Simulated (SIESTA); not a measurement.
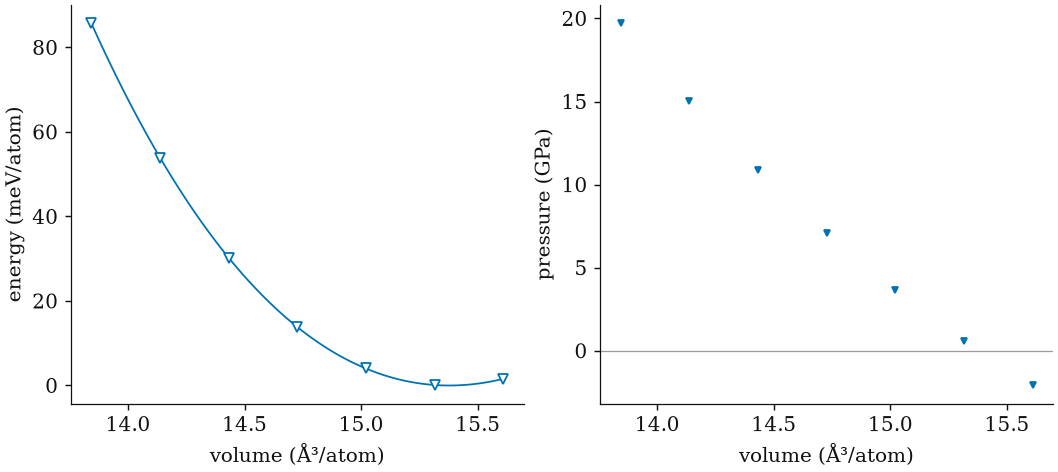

The plot gives the computed energy and pressure against volume for BaZrO₃, space group Pm-3m (No. 221).

Structure:
```yaml
crystal:
  lattice:
    - [4.19134, 0.00000, 0.00000]
    - [0.00000, 4.19134, 0.00000]
    - [0.00000, 0.00000, 4.19134]
  atoms:
    - { symbol: Ba, position: [0.00000, 0.00000, 0.00000] }
    - { symbol: Zr, position: [0.50000, 0.50000, 0.50000] }
    - { symbol: O, position: [0.50000, 0.50000, 0.00000] }
    - { symbol: O, position: [0.50000, 0.00000, 0.50000] }
    - { symbol: O, position: [0.00000, 0.50000, 0.50000] }
```

Calculation (SIESTA 5.4.2): DFT in numerical atomic orbitals with pseudopotentials, no spin polarisation; energies at scaled volumes of the given cell, shape and fractions fixed, counted from the fit's minimum, third-order Birch-Murnaghan fit. Level: PBE.

- k mesh: 6×6×6
- occupations: Fermi–Dirac
- smearing width: 0.05 eV
- potentials: PseudoDojo 0.4 standard, converted to PSML, two zetas on semicore shells
- program settings: basis DZP, mesh cutoff 800 Ry

What equilibrium volume and bulk modulus follow from the curve?

A third-order Birch–Murnaghan fit gives V0 = 15.38 Å³/atom, B0 = 149 GPa and B′ = 4.4.

Read off the course of the pressure.

It falls from 19.72 GPa at volume 13.84 Å³/atom to −2.09 GPa at 15.61 Å³/atom, and changes sign near 15.38 Å³/atom.

Limits of the calculation: mulliken charges of long orbitals.

The computed values:

```csv
volume (Å³/atom),energy (meV/atom),pressure (GPa)
13.84,85.74,19.72
14.14,53.93,15.03
14.43,30.25,10.85
14.73,13.83,7.09
15.02,4.02,3.65
15.32,0.12,0.59
15.61,1.58,-2.09
```
